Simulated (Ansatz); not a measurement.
**Be2H3I (built on the sites of a database entry of Sr2H3I): from the cell to its phonons**

How does Be2H3I (built on the sites of a database entry of Sr2H3I) vibrate, and is this structure a minimum?

Program: Ansatz 0.2.0. Level of theory: DFT PBEsol, scalar-relativistic, plane waves, PAW. Results are calculated unless marked as measured.

The structure was built from a prototype and need not be the compound's stable phase.

### 1. The structure

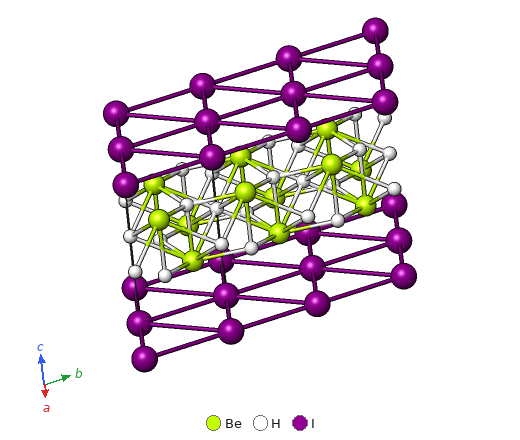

The cell as given, from a free direction (beryllium green, hydrogen white, iodine purple). 2×3×1 cells are drawn. Some periodic images of atoms are drawn too.

### 2. Rough relaxation

The start is far from rest, so a relaxation with loose tolerances brings it close first.

The input, input.yaml:

```yaml
crystal:
  lattice:
    - [2.95669, 0.0, 0.0]
    - [-1.47835, 2.56057, 0.0]
    - [0.0, 0.0, 5.35399]
  atoms:
    - { symbol: Be, position: [0.66666667, 0.33333333, 0.67865529] }
    - { symbol: Be, position: [0.33333333, 0.66666667, 0.32134471] }
    - { symbol: H, position: [0.0, 0.0, 0.5] }
    - { symbol: H, position: [0.66666667, 0.33333333, 0.3572515] }
    - { symbol: H, position: [0.33333333, 0.66666667, 0.6427485] }
    - { symbol: I, position: [0.0, 0.0, 0.0] }
kpoints:
  mp_grid: { grid: [9, 9, 4] }
hamiltonian:
  xc: pbesol
scf:
  occupations: { method: gaussian, width: 0.1 }
output:
  forces: true
  stress: true
  eigenvalues: true
relax:
  adjacent_minimum: "off"
  f_tol: 0.05
  max_steps: 80
  cell: { stress_tol: 0.5 }
```

Launch:

```sh
> ansatz run input.yaml --threads 4 --pin off --max-ram 7168MiB --backend cpu --events-out ev --progress --plain --runs-dir out
```

Numbers of over 12 decimals in the logs are rounded to 6 here.

Output:

```text
The last accepted step is kept in <dir> (removed where the run ends without a failure and the disk answers)
Engine: ansatz 0.2.0, aarch64-unknown-linux-gnu
Pseudopotentials: kind: paw
Pseudopotential: Be, paw, valence charge 2, recommended cutoff 420 eV (normal), Be.paw.azcp
Pseudopotential: H, paw, valence charge 1, recommended cutoff 420 eV (normal), H.paw.azcp
[...]
cell:  # Å, volume = 58.3459 Å³
    - [3.453765, 3.372067445617917e-6, 0]
    - [-1.726885, 2.991047, 0]
    - [0, 0, 5.647990]
  atoms:
    - { symbol: Be, position: [0.666667, 0.333333, 0.624816] }
    - { symbol: Be, position: [0.333333, 0.666667, 0.375184] }
    - { symbol: H, position: [0, 0, 0.5] }
    - { symbol: H, position: [0.666667, 0.333333, 0.366967] }
    - { symbol: H, position: [0.333333, 0.666667, 0.633033] }
    - { symbol: I, position: [0, 0, -7.0201243022177515e-19] }
[key lines of the parts left out:]
SCF converged after 6 iterations
Free energy (F): -7656.943194 eV
Fermi energy:    8.890479 eV
P = ⅓ Tr σ = 0.0312 GPa (0.312 kbar)
```

Wall time 6.5 s (4 threads of Arm Neoverse V1, shared host); peak memory 0.38 GiB.

Relaxation path:

```tsv
step	energy less that of the first step (eV)	largest force component (eV/Å)	pressure (GPa)	volume (Å³)
1	0.0000	2.3446	49.51	40.53
2	-1.5373	1.7777	23.68	45.80
3	-2.4395	1.0248	9.89	50.67
4	-2.8198	0.1965	1.92	55.87
5	-2.8350	0.0857	0.44	57.36
6	-2.8359	0.0143	-0.03	57.54
7*	-2.8826	0.0155	0.91	57.54
8	-2.8847	0.0018	0.03	58.35
9*	-2.8853	0.0019	0.03	58.35
```

Relaxation steps marked * repeat the geometry before them on a plane-wave basis chosen anew for their cell, so energy and pressure can jump there.

Forces are held to the 12 operations that the run works with; a distortion that breaks them can't arise in this run.

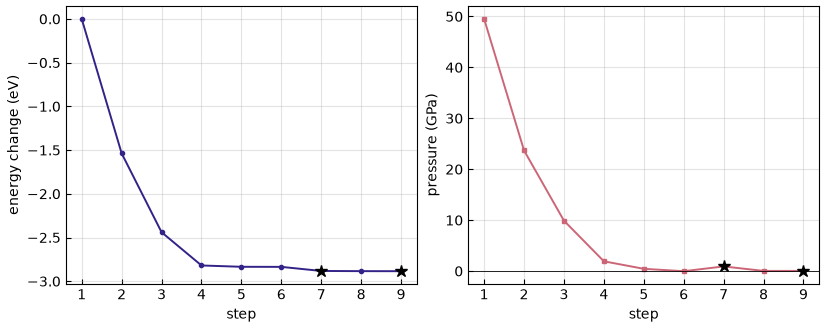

Energy and pressure along the relaxation. Stars mark steps on a basis chosen anew.

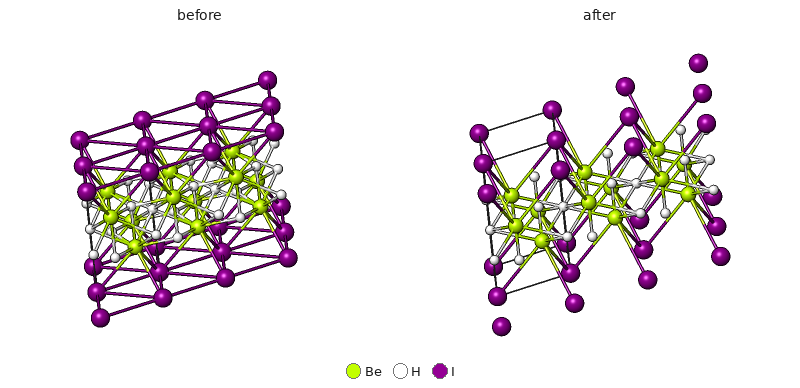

The structure before and after the relaxation, drawn at the same scale. Bonds to atoms that aren't drawn are left out.

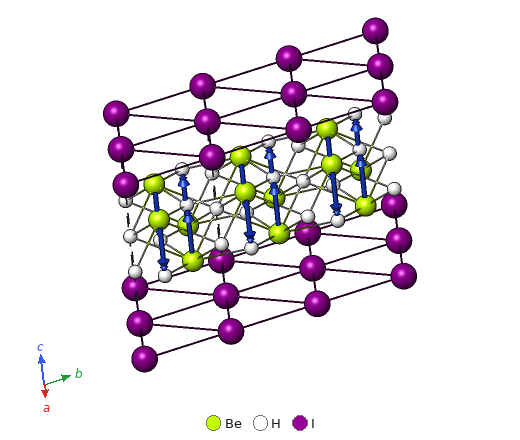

Displacements in the relaxation, exaggerated, measured against the changing cell; the longest in the cell stands for 0.30 Å. 2×3×1 cells are drawn. Some periodic images of atoms are drawn too.

```tsv
cell as run	before	after	change
a (Å)	2.957	3.454	+16.8 %
b (Å)	2.957	3.454	+16.8 %
c (Å)	5.354	5.648	+5.5 %
volume (Å³/atom)	6.76	9.72	+43.9 %
```

The atoms that moved most (Å, as changes of fractional coordinates times the final cell):

```tsv
atom	dx	dy	dz	length
Be1	0.000	0.000	-0.304	0.304
Be2	0.000	0.000	0.304	0.304
H5	0.000	0.000	-0.055	0.055
H4	0.000	0.000	0.055	0.055
```

The relaxed structure:

```xyz
6
Lattice="3.4538 0.0000 0.0000 -1.7269 2.9910 0.0000 0.0000 0.0000 5.6480" Properties=species:S:1:pos:R:3 pbc="T T T"
Be    1.7269    0.9970    3.5290
Be    0.0000    1.9940    2.1190
H     0.0000    0.0000    2.8240
H     1.7269    0.9970    2.0726
H     0.0000    1.9940    3.5754
I     0.0000    0.0000    0.0000
```

This step gave:

```
pressure          : 0.03120 GPa
volume per atom   : 9.724 Å³
gap on the k-mesh : 0 eV
```

In this step the volume went from 6.76 to 9.72 Å³/atom.

### 3. Bringing the structure to rest

The cell and atoms are relaxed, since residual forces and stress would shift the frequencies.

The input, input.yaml:

```yaml
crystal:
  lattice:
    - [3.453764986, 3.3721e-06, 0.0]
    - [-1.7268854133, 2.9910465305, 0.0]
    - [0.0, 0.0, 5.6479898667]
  atoms:
    - { symbol: Be, position: [0.6666666667, 0.3333333333, 0.6248156315] }
    - { symbol: Be, position: [0.3333333333, 0.6666666667, 0.3751843685] }
    - { symbol: H, position: [0.0, 0.0, 0.5] }
    - { symbol: H, position: [0.6666666667, 0.3333333333, 0.3669674962] }
    - { symbol: H, position: [0.3333333333, 0.6666666667, 0.6330325038] }
    - { symbol: I, position: [0.0, 0.0, 0.0] }
kpoints:
  mp_grid: { grid: [12, 12, 6] }
hamiltonian:
  xc: pbesol
scf:
  occupations: { method: gaussian, width: 0.1 }
output:
  forces: true
  stress: true
  eigenvalues: true
  write_density: true
  write_potential: true
  elf: true
  volumetric_format: npy
relax:
  adjacent_minimum: "off"
  f_tol: 0.005
  max_steps: 80
  cell: { stress_tol: 0.05 }
```

Output:

```text
[...]
Crystal: 6 atoms, lattice volume = 58.346 Å³
Basis set: ecut = 420 eV, 1123 PW (Γ), exchange–correlation on 48×48×80 points (8 copies of the dense FFT grid, shifted against one another)
Bands: 18, of which v1, the nominal top of the filled ones, is band 12 counted from 1 (11 counted from 0)
Symmetry: 12 space group operations
[...]
k-points: 100 of 864
[...]
SCF iter   1: F=—  HF=-7656.952833 eV  |F-HF|=—  |Δ(HF+E_count)|=         —  Δρ=6.19e-3  dr2=3.51e-2  ethr=1.77e-3  ⟨swp⟩=6.7  Hψ=10536  notcnv=0
[...]
SCF iter   7: F=-7656.941970 eV  HF=-7656.941970 eV  |F-HF|=3.47e-9  |Δ(HF+E_count)|=   3.64e-8  Δρ=3.44e-6  dr2=9.46e-9  ethr=4.17e-10  ⟨swp⟩=12.5  Hψ=11904  notcnv=0
SCF 1 converged in 7 iterations: F = -7656.941970 eV  dr2 = 9.46e-9
[...]
relax step   1: F+E_penalty+E_count = -7656.94196974 eV  Δ(F+E_penalty+E_count) = +0.000e0 eV  max|allowed force component| = 2.471e-2 eV/Å  Δτ_max = 0.0000 Å  P = -0.044 GPa  Ω = 58.346 Å³  (7 SCF iters, dr2 threshold 1.00e-7 eV, accepted)
Crystal: 6 atoms, lattice volume = 58.266 Å³
Basis set: ecut = 420 eV, 1105 PW (Γ), exchange–correlation on 48×48×80 points (8 copies of the dense FFT grid, shifted against one another)
[...]
SCF iter   5: F=-7656.941705 eV  HF=-7656.941705 eV  |F-HF|=1.52e-8  |Δ(HF+E_count)|=   7.55e-8  Δρ=3.62e-6  dr2=1.85e-8  ethr=3.05e-10  ⟨swp⟩=9.8  Hψ=11645  notcnv=0
SCF 2 converged in 5 iterations: F = -7656.941705 eV  dr2 = 1.85e-8
relax step   2: F+E_penalty+E_count = -7656.94170457 eV  Δ(F+E_penalty+E_count) = +2.652e-4 eV  max|allowed force component| = 3.132e-2 eV/Å  Δτ_max = 0.0140 Å  P = +0.026 GPa  Ω = 58.266 Å³  energy of the carried Pulay correction = +5.425e-5 eV  (5 SCF iters, dr2 threshold 7.32e-8 eV, rejected (line search))
Crystal: 6 atoms, lattice volume = 58.314 Å³
Basis set: ecut = 420 eV, 1099 PW (Γ), exchange–correlation on 48×48×80 points (8 copies of the dense FFT grid, shifted against one another)
[...]
SCF iter   7: F=-7656.942247 eV  HF=-7656.942247 eV  |F-HF|=0.00e0  |Δ(HF+E_count)|=  2.00e-11  Δρ=1.15e-7  dr2=8.57e-12  ethr=1.00e-12  ⟨swp⟩=7.2  Hψ=8845  notcnv=0
SCF 3 converged in 7 iterations: F = -7656.942247 eV  dr2 = 8.57e-12
relax step   3: F+E_penalty+E_count = -7656.94224699 eV  Δ(F+E_penalty+E_count) = -2.772e-4 eV  max|allowed force component| = 1.888e-3 eV/Å  Δτ_max = 0.0059 Å  P = -0.014 GPa  Ω = 58.314 Å³  energy of the carried Pulay correction = +2.124e-5 eV  (7 SCF iters, accepted)
[...]
SCF iter   1: F=—  HF=-7656.942187 eV  |F-HF|=—  |Δ(HF+E_count)|=         —  Δρ=3.86e-6  dr2=2.09e-9  ethr=9.38e-7  ⟨swp⟩=2.2  Hψ=14284  notcnv=0
eigensolver tolerance schedule: the retry pair's looser diagonalisation over-reported the residual by 107660.73 of it (diagonalisation noise at an unbounded share of the residual, at the tolerance the schedule requests for it); recorded, not acted on — ethr = c·dr2/N_el stays at c = 1.0e-1
[...]
SCF iter   2: F=—  HF=-7656.942220 eV  |F-HF|=—  |Δ(HF+E_count)|=   3.32e-5  Δρ=1.75e-6  dr2=3.43e-10  ethr=8.71e-12  ⟨swp⟩=3.2  Hψ=3752  notcnv=0
[...]
SCF iter   4: F=-7656.942220 eV  HF=-7656.942220 eV  |F-HF|=9.09e-13  |Δ(HF+E_count)|=  2.48e-10  Δρ=7.57e-8  dr2=2.47e-12  ethr=1.00e-12  ⟨swp⟩=5.3  Hψ=6570  notcnv=0
SCF 4 converged in 4 iterations: F = -7656.942220 eV  dr2 = 2.47e-12
relax step   4: F+E_penalty+E_count = -7656.94221998 eV  Δ(F+E_penalty+E_count) = +2.701e-5 eV  max|allowed force component| = 1.877e-3 eV/Å  Δτ_max = 0.0000 Å  P = -0.014 GPa  Ω = 58.314 Å³  stress off target by 2.80e-2 GPa  SCF on the basis re-selected at this cell (its energy is not comparable with the rows above)  (4 SCF iters)
basis re-selected at this cell: Δ(F+E_penalty+E_count) = +2.701e-5 eV, ΔP = -0.000 GPa vs the last step (what re-selecting the basis moved, of the pressure what is left beyond the Pulay correction that the steps carried, after the strain that the cell walked since its last selection, with what the two solves' SCF thresholds leave and, on support functions, any second-order correction that the steps lacked; it is no m [...]
SCF converged after 4 iterations
Free energy (F): -7656.942220 eV
[...]
Internal energy: -7656.937580 eV  (E = F + TS)
E sigma→0 (E₀):  -7656.939900 eV
Entropy (-TS):   -0.004640 eV (-0.773 meV/atom)
Fermi energy:    8.862776 eV
[...]
--- Forces (eV/Å), atoms counted from 1 ---
  atom   1  Be    -0.00000000    -0.00000000     0.00090504
  atom   2  Be     0.00000000     0.00000000    -0.00090504
  atom   3  H      0.00000000    -0.00000000     0.00000000
  atom   4  H     -0.00000000    -0.00000000    -0.00187712
  atom   5  H      0.00000000     0.00000000     0.00187712
  atom   6  I      0.00000000     0.00000000     0.00000000
  max |Σ_I F_I| component: 2.31e-18 eV/Å
--- Stress (GPa, compression-positive) ---
       -0.028047      -0.000000       0.000000
       -0.000000      -0.028047      -0.000000
        0.000000      -0.000000       0.013087
  P = ⅓ Tr σ = -0.0143 GPa (-0.143 kbar)
--- Band table (eV; the first three rows and the last of 100) ---
  k-point 0: bands = [... 8 lower, 8.0776, 8.2336, 8.2336, 9.6832, 11.3715, 11.3715, 11.8975, 14.5117, ... 2 higher]
  k-point 1: bands = [... 8 lower, 7.4486, 8.2481, 8.2481, 9.7066, 11.4274, 11.4274, 12.1837, 14.2395, ... 2 higher]
  k-point 2: bands = [... 8 lower, 6.0458, 8.2778, 8.2778, 9.7530, 11.5595, 11.5595, 12.5872, 13.7587, ... 2 higher]
  k-point 99: bands = [... 8 lower, 1.8747, 3.2087, 3.2087, 7.4530, 10.4553, 10.4553, 12.1340, 13.6398, ... 2 higher]
--- Relaxed structure (3 steps of the walk, 2 accepted, 1 SCFs on fresh bases) ---
[...]
cell:  # Å, volume = 58.3144 Å³
    - [3.454778, 3.373075196306311e-6, 2.3722078814356193e-19]
    - [-1.727392, 2.991924, 0]
    - [3.879303037383067e-19, 1.505156778493262e-19, 5.641637]
  atoms:
    - { symbol: Be, position: [0.666667, 0.333333, 0.624161] }
    - { symbol: Be, position: [0.333333, 0.666667, 0.375839] }
    - { symbol: H, position: [0, 0.0, 0.5] }
    - { symbol: H, position: [0.666667, 0.333333, 0.365927] }
    - { symbol: H, position: [0.333333, 0.666667, 0.634073] }
    - { symbol: I, position: [0, 0, 0.0] }
```

Run time: 6.6 s. Hardware: 4 threads; peak memory 0.43 GiB; 25 s of CPU time.

The steps of the relaxation:

```tsv
step	energy less that of the first step (eV)	largest force component (eV/Å)	pressure (GPa)	volume (Å³)
1	0.0000	0.0247	-0.04	58.35
2	0.0003	0.0313	0.03	58.27
3	-0.0003	0.0019	-0.01	58.31
4*	-0.0003	0.0019	-0.01	58.31
```

Relaxation steps marked * repeat the geometry before them on a plane-wave basis chosen anew for their cell, so energy and pressure can jump there. Relaxation step 2 was tried and not accepted.

Forces are held to the 12 operations that the run works with; a distortion that breaks them can't arise in this run.

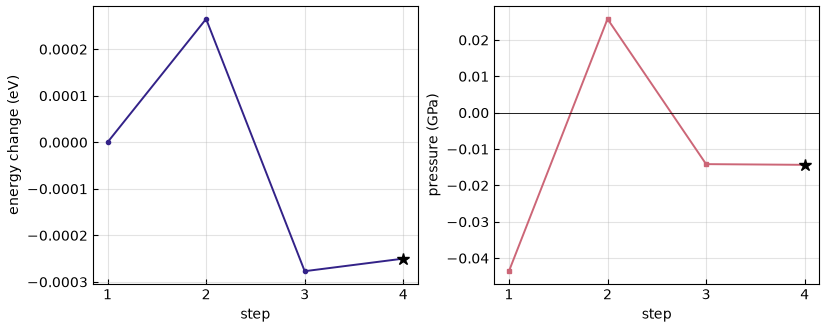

Energy and pressure along the relaxation. Stars mark steps on a basis chosen anew.

```tsv
conventional cell, symmetrised	before	after	change
a (Å)	3.454	3.455	+0.0 %
b (Å)	3.454	3.455	+0.0 %
c (Å)	5.648	5.642	-0.1 %
volume (Å³/atom)	9.72	9.72	-0.1 %
```

Final coordinates:

```xyz
6
Lattice="3.4548 0.0000 0.0000 -1.7274 2.9919 0.0000 0.0000 0.0000 5.6416" Properties=species:S:1:pos:R:3 pbc="T T T"
Be    1.7274    0.9973    3.5213
Be    0.0000    1.9946    2.1203
H     0.0000    0.0000    2.8208
H     1.7274    0.9973    2.0644
H     0.0000    1.9946    3.5772
I     0.0000    0.0000    0.0000
```

This step gave:

```yaml
pressure: -0.01434 GPa
volume_per_atom: 9.719 Å³
```

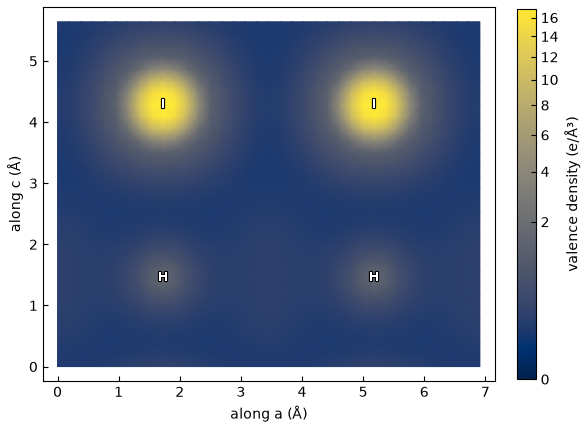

Valence density in the ac plane at fractional y = 0.000, with atoms of H and I within 0.2 Å of it. It is the smooth field of the valence electrons, not physical close to the nuclei. The map starts off the cell's origin, so that atoms lie inside it. The colour scale is stretched toward low values.

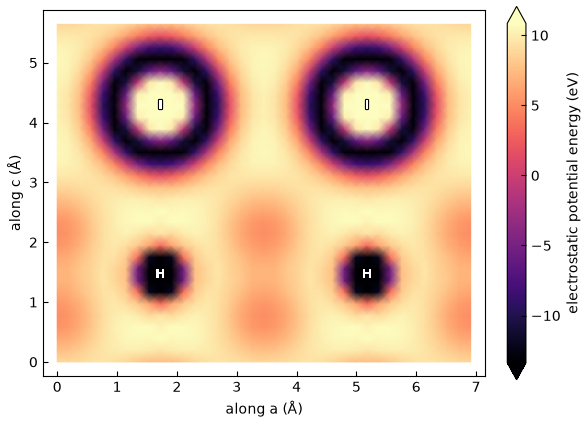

Electrostatic potential energy in the ac plane at fractional y = 0.000, with atoms of H and I within 0.2 Å of it. With pseudopotentials it is smooth inside the atoms' cores, unlike the true potential. The map starts off the cell's origin, so that atoms lie inside it.

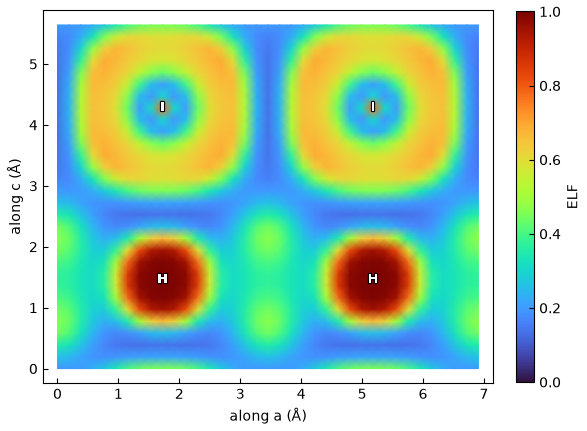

ELF in the ac plane at fractional y = 0.000, with atoms of H and I within 0.2 Å of it. It is the smooth field of the valence electrons, not physical close to the nuclei. The map starts off the cell's origin, so that atoms lie inside it.

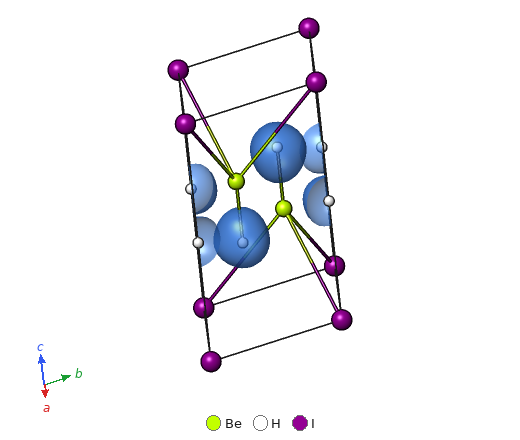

Surface of ELF = 0.85. Bonds to atoms that aren't drawn are left out.

In this step the volume went from 9.72 to 9.72 Å³/atom.

### 4. Tight relaxation

Phonons need a cell at rest on their own settings, so the relaxation is repeated with tight tolerances on forces and stress, using the mesh and the filling of the phonon run that follows.

The input, input.yaml:

```yaml
crystal:
  lattice:
    - [3.4547781518, 3.3731e-06, 0.0]
    - [-1.7273919971, 2.9919239573, 0.0]
    - [0.0, 0.0, 5.6416366689]
  atoms:
    - { symbol: Be, position: [0.6666666667, 0.3333333333, 0.6241614306] }
    - { symbol: Be, position: [0.3333333333, 0.6666666667, 0.3758385694] }
    - { symbol: H, position: [0.0, 0.0, 0.5] }
    - { symbol: H, position: [0.6666666667, 0.3333333333, 0.365927367] }
    - { symbol: H, position: [0.3333333333, 0.6666666667, 0.634072633] }
    - { symbol: I, position: [0.0, 0.0, 0.0] }
kpoints:
  mp_grid: { grid: [12, 12, 6] }
hamiltonian:
  xc: pbesol
scf:
  occupations: { method: methfessel_paxton, width: 0.15 }
output:
  forces: true
  stress: true
  eigenvalues: true
relax:
  adjacent_minimum: "off"
  f_tol: 0.001
  max_steps: 60
  cell: { stress_tol: 0.01 }
```

Output:

```text
[...]
Crystal: 6 atoms, lattice volume = 58.314 Å³
Basis set: ecut = 420 eV, 1099 PW (Γ), exchange–correlation on 48×48×80 points (8 copies of the dense FFT grid, shifted against one another)
Bands: 18, of which v1, the nominal top of the filled ones, is band 12 counted from 1 (11 counted from 0)
Symmetry: 12 space group operations
[...]
k-points: 100 of 864
[...]
cell:  # Å, volume = 58.2917 Å³
    - [3.453640, 3.371994392409055e-6, 0]
    - [-1.726823, 2.990938, 0]
    - [0, 0, 5.643151]
  atoms:
    - { symbol: Be, position: [0.666667, 0.333333, 0.624066] }
    - { symbol: Be, position: [0.333333, 0.666667, 0.375934] }
    - { symbol: H, position: [0, 0, 0.5] }
    - { symbol: H, position: [0.666667, 0.333333, 0.365796] }
    - { symbol: H, position: [0.333333, 0.666667, 0.634204] }
    - { symbol: I, position: [0, 0, 0] }
[key lines of the parts left out:]
SCF converged after 5 iterations
Free energy (F): -7656.939538 eV
Fermi energy:    8.876573 eV
P = ⅓ Tr σ = -0.0003 GPa (-0.003 kbar)
```

Run time: 8.8 s. Hardware: 4 threads; peak memory 0.43 GiB; 32 s of CPU time.

Little changed from the start: no atom moved by 0.005 Å and no cell edge by 0.1 %.

This step gave:

```yaml
pressure: -3.06e-4 GPa
volume_per_atom: 9.715 Å³
```

The largest force component left is 0.024 meV/Å and the pressure is 0.000 GPa, within the tolerances set. The cell now holds 9.72 Å³/atom.

(Part 1 of 2 ends here.)

[Logs are printed without paths, hosts, clocks, repeated set-up lines and the standing remarks that a program may print on its own settings, such as how far it seeks lower states.]

[Hosts, paths, dates, database ids (printed as entryN), source tags and the programs' standing remarks are cut or masked in the printed files.]
